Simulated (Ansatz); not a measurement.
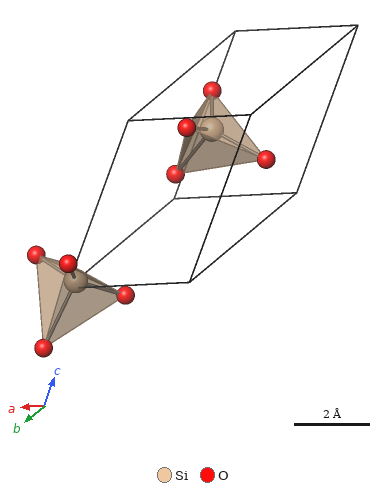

Fig. 1: The structure as given in the input (polyhedral view of the cell of the calculation, set on other vectors, seen at an oblique angle; polyhedra are completed across the faces of the cell). An atom can appear more than once, as a periodic image.

Geometry relaxation of SiO$_{2}$ (part 1 of 3)

SiO$_{2}$ (6 atoms in the cell), computed with DFT LDA, scalar-relativistic, plane waves, PAW, no spin polarisation (Ansatz 0.2.0).

The structure derives from an entry of the Crystallography Open Database. It belongs to a series of runs on one base structure; here: cure: more steps.

Input:
```yaml
crystal:
  lattice:
    - [-2.37405, 2.37405, 3.744]
    - [2.37405, -2.37405, 3.744]
    - [2.37405, 2.37405, -3.744]
  atoms:
    - { symbol: Si, position: [0.0631983414, -0.0280787567, 0.0075990068] }
    - { symbol: Si, position: [0.7884318319, 0.2446799056, 0.4990324097] }
    - { symbol: O, position: [1.0096355133, 0.6121395703, 0.8803777446] }
    - { symbol: O, position: [0.3663230603, 0.2477933503, 0.3383947762] }
    - { symbol: O, position: [0.7372208091, 0.0926166805, 0.1383262668] }
    - { symbol: O, position: [0.9022219479, 0.0405006605, 0.7109561984] }
basis:
  ecutwfc: 420
kpoints:
  mp_grid: { grid: [6, 6, 6] }
hamiltonian:
  xc: lda
scf:
  occupations: { method: gaussian, width: 0.02 }
output:
  forces: true
  stress: true
  eigenvalues: true
relax:
  adjacent_minimum: "off"
  f_tol: 0.005
  max_steps: 100
  cell: { stress_tol: 0.05 }
```

Run as:
```bash
ansatz run input.yaml --threads 1 --pin off --max-ram 2560MiB --backend cpu --events-out ev --progress --plain --runs-dir out
```

What the program printed:
```
Engine: ansatz 0.2.0, x86_64-unknown-linux-gnu
Pseudopotentials: kind: paw
Pseudopotential: Si, paw, valence charge 4, recommended cutoff 420 eV (normal), Si.paw.azcp
Pseudopotential: O, paw, valence charge 6, recommended cutoff 420 eV (normal), O.paw.azcp
Functional definition: SPW92
  exchange = slater_x
  correlation = pw_c
Crystal: 6 atoms, lattice volume = 84.406 Å³
Basis set: ecut = 420 eV, 1637 PW (Γ)
Bands: 22, of which v1, the nominal top of the filled ones, is band 16 counted from 1 (15 counted from 0)
Symmetry: 1 space group operations
Space group: P1 (ITA 1), of the structure as read, at distance tolerance 4.4e-5 Å
k-points: 112 of 216 (time reversal used)
Non-local potential: Si, projectors of the file, l = 0: 2, l = 1: 2, l = 2: 2
Non-local potential: O, projectors of the file, l = 0: 2, l = 1: 2, l = 2: 1
PAW form: soft (Blöchl's): semilocal exchange-correlation on the pseudo side does not see the compensation charge
PAW frozen core: Si, regenerated for the run's functional, and the local potential with it (the file was generated under x = pbe(κ = 0.804, μ = 0.2195149727645171), c = pbe(β = 0.06672455060314922))
PAW frozen core: O, regenerated for the run's functional, and the local potential with it (the file was generated under x = pbe(κ = 0.804, μ = 0.2195149727645171), c = pbe(β = 0.06672455060314922))
PAW one-centre angular grid: Si, 110 points (default); XC on 64 Gauss nodes
PAW one-centre angular grid: O, 110 points (default); XC on 64 Gauss nodes
Initial density: superposition of atomic densities (neutral atoms: chi_scale 0, normalization atom), corrected by the library's trained network
Initial wavefunctions: pseudopotential atomic-orbital guess
Functional: x = slater, c = lda
SCF iter   1: F=—  HF=-3441.445726 eV  |F-HF|=—  |Δ(HF+E_count)|=         —  Δρ=1.26e-2  dr2=1.17e-1  ethr=1.77e-3  ⟨swp⟩=7.3  Hψ=15015  notcnv=0  defer=3
preconditioner: auto → none  [insulator: Δε(μ)=4.826 eV  Ē_g=16.044 eV  σ=0.020 eV  W_gap=1.00  n_scr=14 (ndim 8)  ℏωp=22.9 eV  f_vac=0.220  D(μ)=0.00/eV (n_scr^D=0)  ε∞_Penn≈3.0]
SCF iter   2: F=—  HF=-3441.418004 eV  |F-HF|=—  |Δ(HF+E_count)|=   2.77e-2  Δρ=6.10e-3  dr2=1.58e-2  ethr=3.65e-4  ⟨swp⟩=2.0  Hψ=5195  notcnv=0  defer=156
SCF iter   3: F=—  HF=-3441.412828 eV  |F-HF|=—  |Δ(HF+E_count)|=   5.18e-3  Δρ=1.60e-3  dr2=8.27e-4  ethr=4.95e-5  ⟨swp⟩=2.0  Hψ=4187  notcnv=0  defer=156
SCF iter   4: F=—  HF=-3441.412695 eV  |F-HF|=—  |Δ(HF+E_count)|=   1.33e-4  Δρ=7.54e-4  dr2=3.87e-4  ethr=2.59e-6  ⟨swp⟩=2.0  Hψ=4104  notcnv=0  defer=156
SCF iter   5: F=—  HF=-3441.412589 eV  |F-HF|=—  |Δ(HF+E_count)|=   1.06e-4  Δρ=8.38e-5  dr2=3.03e-6  ethr=1.21e-6  ⟨swp⟩=2.0  Hψ=3630  notcnv=0  defer=156
SCF iter   6: F=—  HF=-3441.412588 eV  |F-HF|=—  |Δ(HF+E_count)|=   1.17e-6  Δρ=2.13e-5  dr2=1.78e-7  ethr=9.47e-9  ⟨swp⟩=2.0  Hψ=4101  notcnv=0  defer=156
SCF iter   7: F=-3441.412588 eV  HF=-3441.412588 eV  |F-HF|=4.60e-8  |Δ(HF+E_count)|=   5.30e-8  Δρ=1.04e-5  dr2=6.43e-8  ethr=3.13e-10  ⟨swp⟩=10.9  Hψ=12847  notcnv=0
SCF 1 converged in 7 iterations: F = -3441.412588 eV  dr2 = 6.43e-8
  greatest PAW one-centre occupation: 0.873 electrons in one spin orbital (limit 2), on the O atom at site 4 (counted from 0), in its partial waves of l = 0
relax step   1: F+E_penalty+E_count = -3441.41258816 eV  Δ(F+E_penalty+E_count) = +0.000e0 eV  max|allowed force component| = 1.153e1 eV/Å  Δτ_max = 0.0000 Å  P = +20.311 GPa  Ω = 84.406 Å³  (7 SCF iters, dr2 threshold 1.00e-7 eV, accepted)
Crystal: 6 atoms, lattice volume = 86.144 Å³
Basis set: ecut = 420 eV, 1687 PW (Γ)
Initial density: handed on by an earlier stage of this run
Initial wavefunctions: those handed on with the density
iter 1 solved again at ethr=6.70e-4 eV; its pass at ethr=3.10e-3 eV (dr2=2.14e-1 eV) is discarded
SCF iter   1: F=—  HF=-3443.456863 eV  |F-HF|=—  |Δ(HF+E_count)|=         —  Δρ=1.77e-2  dr2=2.17e-1  ethr=6.70e-4  ⟨swp⟩=1.4  Hψ=15717  notcnv=0
preconditioner: auto → none  [insulator: Δε(μ)=5.018 eV  Ē_g=16.020 eV  σ=0.020 eV  W_gap=1.00  n_scr=14 (ndim 8)  ℏωp=22.6 eV  f_vac=0.225  D(μ)=0.00/eV (n_scr^D=0)  ε∞_Penn≈3.0]
SCF iter   2: F=—  HF=-3443.371783 eV  |F-HF|=—  |Δ(HF+E_count)|=   8.51e-2  Δρ=7.40e-3  dr2=2.49e-2  ethr=6.70e-4  ⟨swp⟩=3.0  Hψ=5392  notcnv=0
SCF iter   3: F=—  HF=-3443.365659 eV  |F-HF|=—  |Δ(HF+E_count)|=   6.12e-3  Δρ=3.53e-3  dr2=7.98e-3  ethr=7.79e-5  ⟨swp⟩=3.0  Hψ=5062  notcnv=0  defer=8
SCF iter   4: F=—  HF=-3443.363551 eV  |F-HF|=—  |Δ(HF+E_count)|=   2.11e-3  Δρ=1.02e-3  dr2=3.81e-4  ethr=2.49e-5  ⟨swp⟩=2.3  Hψ=4896  notcnv=0  defer=132
SCF iter   5: F=—  HF=-3443.363490 eV  |F-HF|=—  |Δ(HF+E_count)|=   6.13e-5  Δρ=3.80e-4  dr2=6.22e-5  ethr=1.19e-6  ⟨swp⟩=2.1  Hψ=3801  notcnv=0  defer=132
SCF iter   6: F=—  HF=-3443.363477 eV  |F-HF|=—  |Δ(HF+E_count)|=   1.28e-5  Δρ=7.31e-5  dr2=1.52e-6  ethr=1.94e-7  ⟨swp⟩=2.0  Hψ=3665  notcnv=0  defer=132
SCF iter   7: F=-3443.363478 eV  HF=-3443.363478 eV  |F-HF|=2.54e-7  |Δ(HF+E_count)|=   4.82e-7  Δρ=2.80e-5  dr2=3.97e-7  ethr=1.87e-9  ⟨swp⟩=9.3  Hψ=12686  notcnv=0
SCF 2 converged in 7 iterations: F = -3443.363478 eV  dr2 = 3.97e-7
  greatest PAW one-centre occupation: 0.865 electrons in one spin orbital (limit 2), on the O atom at site 4 (counted from 0), in its partial waves of l = 0
relax step   2: F+E_penalty+E_count = -3443.36347756 eV  Δ(F+E_penalty+E_count) = -1.951e0 eV  max|allowed force component| = 6.122e0 eV/Å  Δτ_max = 0.0732 Å  P = +7.423 GPa  Ω = 86.144 Å³  energy of the carried Pulay correction = -8.035e-3 eV  (7 SCF iters, dr2 threshold 6.00e-7 eV, accepted)
Crystal: 6 atoms, lattice volume = 87.918 Å³
Basis set: ecut = 420 eV, 1739 PW (Γ)
iter 1 solved again at ethr=1.59e-3 eV; its pass at ethr=3.10e-3 eV (dr2=5.08e-1 eV) is discarded
SCF iter   1: F=—  HF=-3445.379332 eV  |F-HF|=—  |Δ(HF+E_count)|=         —  Δρ=2.75e-2  dr2=5.12e-1  ethr=1.59e-3  ⟨swp⟩=1.0  Hψ=17783  notcnv=0
preconditioner: auto → none  [insulator: Δε(μ)=5.586 eV  Ē_g=16.572 eV  σ=0.020 eV  W_gap=1.00  n_scr=14 (ndim 8)  ℏωp=22.4 eV  f_vac=0.247  D(μ)=0.00/eV (n_scr^D=0)  ε∞_Penn≈2.8]
SCF iter   2: F=—  HF=-3445.169655 eV  |F-HF|=—  |Δ(HF+E_count)|=   2.10e-1  Δρ=9.34e-3  dr2=4.55e-2  ethr=1.59e-3  ⟨swp⟩=2.7  Hψ=4557  notcnv=0
SCF iter   3: F=—  HF=-3445.157196 eV  |F-HF|=—  |Δ(HF+E_count)|=   1.25e-2  Δρ=3.66e-3  dr2=6.48e-3  ethr=1.42e-4  ⟨swp⟩=3.0  Hψ=4961  notcnv=0
SCF iter   4: F=—  HF=-3445.155960 eV  |F-HF|=—  |Δ(HF+E_count)|=   1.24e-3  Δρ=1.48e-3  dr2=1.14e-3  ethr=2.03e-5  ⟨swp⟩=2.2  Hψ=4806  notcnv=0  defer=1
SCF iter   5: F=—  HF=-3445.155741 eV  |F-HF|=—  |Δ(HF+E_count)|=   2.19e-4  Δρ=4.37e-4  dr2=8.74e-5  ethr=3.56e-6  ⟨swp⟩=2.0  Hψ=3667  notcnv=0  defer=1
SCF iter   6: F=—  HF=-3445.155728 eV  |F-HF|=—  |Δ(HF+E_count)|=   1.29e-5  Δρ=1.11e-4  dr2=3.65e-6  ethr=2.73e-7  ⟨swp⟩=2.1  Hψ=3815  notcnv=0  defer=1
SCF iter   7: F=-3445.155729 eV  HF=-3445.155729 eV  |F-HF|=2.72e-9  |Δ(HF+E_count)|=   6.30e-7  Δρ=2.60e-5  dr2=2.00e-7  ethr=1.87e-9  ⟨swp⟩=7.2  Hψ=12890  notcnv=0
SCF 3 converged in 7 iterations: F = -3445.155729 eV  dr2 = 2.00e-7
  greatest PAW one-centre occupation: 0.860 electrons in one spin orbital (limit 2), on the O atom at site 4 (counted from 0), in its partial waves of l = 0
relax step   3: F+E_penalty+E_count = -3445.15572888 eV  Δ(F+E_penalty+E_count) = -1.792e0 eV  max|allowed force component| = 1.523e0 eV/Å  Δτ_max = 0.2000 Å  P = +3.144 GPa  Ω = 87.918 Å³  energy of the carried Pulay correction = -1.607e-2 eV  (7 SCF iters, dr2 threshold 6.00e-7 eV, accepted)
Crystal: 6 atoms, lattice volume = 86.082 Å³
Basis set: ecut = 420 eV, 1703 PW (Γ)
iter 1 solved again at ethr=7.50e-4 eV; its pass at ethr=3.10e-3 eV (dr2=2.40e-1 eV) is discarded
SCF iter   1: F=—  HF=-3445.452880 eV  |F-HF|=—  |Δ(HF+E_count)|=         —  Δρ=1.90e-2  dr2=2.42e-1  ethr=7.50e-4  ⟨swp⟩=1.3  Hψ=16216  notcnv=0
preconditioner: auto → none  [insulator: Δε(μ)=5.815 eV  Ē_g=16.439 eV  σ=0.020 eV  W_gap=1.00  n_scr=14 (ndim 8)  ℏωp=22.6 eV  f_vac=0.215  D(μ)=0.00/eV (n_scr^D=0)  ε∞_Penn≈2.9]
SCF iter   2: F=—  HF=-3445.356185 eV  |F-HF|=—  |Δ(HF+E_count)|=   9.67e-2  Δρ=7.58e-3  dr2=2.27e-2  ethr=7.50e-4  ⟨swp⟩=2.6  Hψ=4383  notcnv=0
SCF iter   3: F=—  HF=-3445.350426 eV  |F-HF|=—  |Δ(HF+E_count)|=   5.76e-3  Δρ=2.85e-3  dr2=4.00e-3  ethr=7.08e-5  ⟨swp⟩=3.0  Hψ=4962  notcnv=0
SCF iter   4: F=—  HF=-3445.349581 eV  |F-HF|=—  |Δ(HF+E_count)|=   8.44e-4  Δρ=1.18e-3  dr2=4.86e-4  ethr=1.25e-5  ⟨swp⟩=2.0  Hψ=4644  notcnv=0  defer=1
SCF iter   5: F=—  HF=-3445.349503 eV  |F-HF|=—  |Δ(HF+E_count)|=   7.80e-5  Δρ=3.75e-4  dr2=5.32e-5  ethr=1.52e-6  ⟨swp⟩=2.0  Hψ=3609  notcnv=0  defer=1
SCF iter   6: F=—  HF=-3445.349492 eV  |F-HF|=—  |Δ(HF+E_count)|=   1.18e-5  Δρ=7.38e-5  dr2=1.02e-6  ethr=1.66e-7  ⟨swp⟩=2.0  Hψ=3759  notcnv=0  defer=1
SCF iter   7: F=-3445.349492 eV  HF=-3445.349492 eV  |F-HF|=2.24e-9  |Δ(HF+E_count)|=   2.94e-7  Δρ=1.43e-5  dr2=4.27e-8  ethr=1.87e-9  ⟨swp⟩=5.9  Hψ=10968  notcnv=0
SCF 4 converged in 7 iterations: F = -3445.349492 eV  dr2 = 4.27e-8
  greatest PAW one-centre occupation: 0.858 electrons in one spin orbital (limit 2), on the O atom at site 2 (counted from 0), in its partial waves of l = 0
relax step   4: F+E_penalty+E_count = -3445.34949200 eV  Δ(F+E_penalty+E_count) = -1.938e-1 eV  max|allowed force component| = 1.411e-1 eV/Å  Δτ_max = 0.1991 Å  P = -1.455 GPa  Ω = 86.082 Å³  energy of the carried Pulay correction = -7.752e-3 eV  (7 SCF iters, dr2 threshold 6.00e-7 eV, accepted)
Crystal: 6 atoms, lattice volume = 85.928 Å³
Basis set: ecut = 420 eV, 1705 PW (Γ)
iter 1 solved again at ethr=9.49e-5 eV; its pass at ethr=3.10e-3 eV (dr2=3.04e-2 eV) is discarded
SCF iter   1: F=—  HF=-3445.369027 eV  |F-HF|=—  |Δ(HF+E_count)|=         —  Δρ=7.24e-3  dr2=3.12e-2  ethr=9.49e-5  ⟨swp⟩=2.1  Hψ=15819  notcnv=0
preconditioner: auto → none  [insulator: Δε(μ)=5.888 eV  Ē_g=16.558 eV  σ=0.020 eV  W_gap=1.00  n_scr=14 (ndim 8)  ℏωp=22.7 eV  f_vac=0.217  D(μ)=0.00/eV (n_scr^D=0)  ε∞_Penn≈2.9]
SCF iter   2: F=—  HF=-3445.357649 eV  |F-HF|=—  |Δ(HF+E_count)|=   1.14e-2  Δρ=3.12e-3  dr2=3.77e-3  ethr=9.49e-5  ⟨swp⟩=2.6  Hψ=4438  notcnv=0
SCF iter   3: F=—  HF=-3445.356844 eV  |F-HF|=—  |Δ(HF+E_count)|=   8.05e-4  Δρ=1.32e-3  dr2=7.99e-4  ethr=1.18e-5  ⟨swp⟩=2.0  Hψ=4480  notcnv=0
SCF iter   4: F=—  HF=-3445.356631 eV  |F-HF|=—  |Δ(HF+E_count)|=   2.13e-4  Δρ=3.91e-4  dr2=3.43e-5  ethr=2.50e-6  ⟨swp⟩=2.0  Hψ=3835  notcnv=0
SCF iter   5: F=—  HF=-3445.356630 eV  |F-HF|=—  |Δ(HF+E_count)|=   6.99e-7  Δρ=1.01e-4  dr2=5.78e-6  ethr=1.07e-7  ⟨swp⟩=2.2  Hψ=3734  notcnv=0
SCF iter   6: F=-3445.356629 eV  HF=-3445.356629 eV  |F-HF|=1.26e-8  |Δ(HF+E_count)|=   1.41e-6  Δρ=2.60e-5  dr2=1.26e-7  ethr=1.87e-9  ⟨swp⟩=4.7  Hψ=12776  notcnv=0
SCF 5 converged in 6 iterations: F = -3445.356629 eV  dr2 = 1.26e-7
  greatest PAW one-centre occupation: 0.858 electrons in one spin orbital (limit 2), on the O atom at site 4 (counted from 0), in its partial waves of l = 0
relax step   5: F+E_penalty+E_count = -3445.35662890 eV  Δ(F+E_penalty+E_count) = -7.137e-3 eV  max|allowed force component| = 2.176e-2 eV/Å  Δτ_max = 0.0697 Å  P = +0.385 GPa  Ω = 85.928 Å³  energy of the carried Pulay correction = -7.044e-3 eV  (6 SCF iters, dr2 threshold 6.00e-7 eV, accepted)
Crystal: 6 atoms, lattice volume = 86.531 Å³
Basis set: ecut = 420 eV, 1725 PW (Γ)
iter 1 solved again at ethr=4.84e-6 eV; its pass at ethr=3.10e-3 eV (dr2=1.55e-3 eV) is discarded
SCF iter   1: F=—  HF=-3445.355192 eV  |F-HF|=—  |Δ(HF+E_count)|=         —  Δρ=1.54e-3  dr2=1.52e-3  ethr=4.84e-6  ⟨swp⟩=2.5  Hψ=14768  notcnv=0
preconditioner: auto → none  [insulator: Δε(μ)=5.824 eV  Ē_g=16.500 eV  σ=0.020 eV  W_gap=1.00  n_scr=14 (ndim 8)  ℏωp=22.6 eV  f_vac=0.224  D(μ)=0.00/eV (n_scr^D=0)  ε∞_Penn≈2.9]
SCF iter   2: F=—  HF=-3445.354717 eV  |F-HF|=—  |Δ(HF+E_count)|=   4.75e-4  Δρ=7.72e-4  dr2=2.07e-4  ethr=4.76e-6  ⟨swp⟩=2.0  Hψ=3806  notcnv=0
SCF iter   3: F=—  HF=-3445.354667 eV  |F-HF|=—  |Δ(HF+E_count)|=   5.06e-5  Δρ=3.04e-4  dr2=3.93e-5  ethr=6.47e-7  ⟨swp⟩=2.0  Hψ=3818  notcnv=0
SCF iter   4: F=—  HF=-3445.354658 eV  |F-HF|=—  |Δ(HF+E_count)|=   8.44e-6  Δρ=6.48e-5  dr2=1.22e-6  ethr=1.23e-7  ⟨swp⟩=2.4  Hψ=4088  notcnv=0
SCF iter   5: F=—  HF=-3445.354658 eV  |F-HF|=—  |Δ(HF+E_count)|=   1.08e-7  Δρ=3.50e-5  dr2=7.93e-7  ethr=1.87e-9  ⟨swp⟩=7.0  Hψ=12479  notcnv=0
SCF iter   6: F=-3445.354658 eV  HF=-3445.354658 eV  |F-HF|=5.92e-10  |Δ(HF+E_count)|=   2.12e-7  Δρ=5.58e-6  dr2=7.95e-9  ethr=1.87e-9  ⟨swp⟩=5.8  Hψ=10207  notcnv=0
SCF 6 converged in 6 iterations: F = -3445.354658 eV  dr2 = 7.95e-9
relax step   6: F+E_penalty+E_count = -3445.35465806 eV  Δ(F+E_penalty+E_count) = +1.971e-3 eV  max|allowed force component| = 1.064e-2 eV/Å  Δτ_max = 0.0125 Å  P = -0.050 GPa  Ω = 86.531 Å³  energy of the carried Pulay correction = -9.802e-3 eV  (6 SCF iters, dr2 threshold 6.00e-7 eV, accepted)
Crystal: 6 atoms, lattice volume = 86.586 Å³
Basis set: ecut = 420 eV, 1729 PW (Γ)
iter 1 solved again at ethr=9.81e-7 eV; its pass at ethr=3.10e-3 eV (dr2=3.14e-4 eV) is discarded
```
